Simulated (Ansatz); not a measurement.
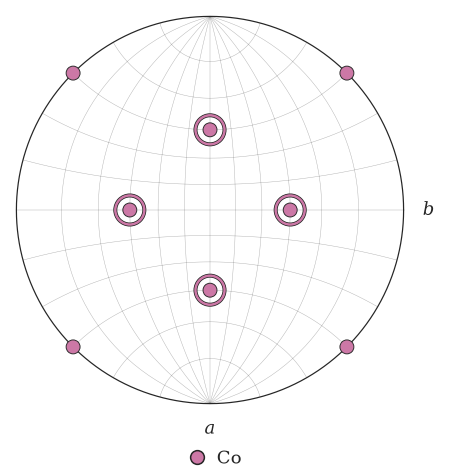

Crystal: Co, the input geometry of an electronic-structure calculation (not necessarily at equilibrium). Directions from one cobalt atom at (0, 0, 0) to its bonded neighbours, in stereographic projection down c (filled: above the plane of the page or in it, open: below). The drawing is computed from the coordinates (standard cell, symmetry found to 0.002 Å).

Neighbours are counted up to 2.82 Å for Co.

```
CELL_PARAMETERS angstrom
3.55900 0.00000 0.00000
0.00000 3.55900 0.00000
0.00000 0.00000 3.55900
ATOMIC_POSITIONS crystal
Co 0.00000 0.00000 0.00000
Co 0.00000 0.50000 0.50000
Co 0.50000 0.00000 0.50000
Co 0.50000 0.50000 0.00000
```

Q: How many neighbours are there, and at what angles?

A: 12: 12 Co at 2.52 Å. Angles between bonds: 60° (24×), 90° (12×), 120° (24×), 180° (6×).

Q: What is the site's symmetry in the crystal?

A: Point group m-3m (Oh), order 48: three fourfold axes, four threefold axes, six twofold axes, nine mirror planes, an inversion centre. In Fm-3m (No. 225) this is Wyckoff position 4a.
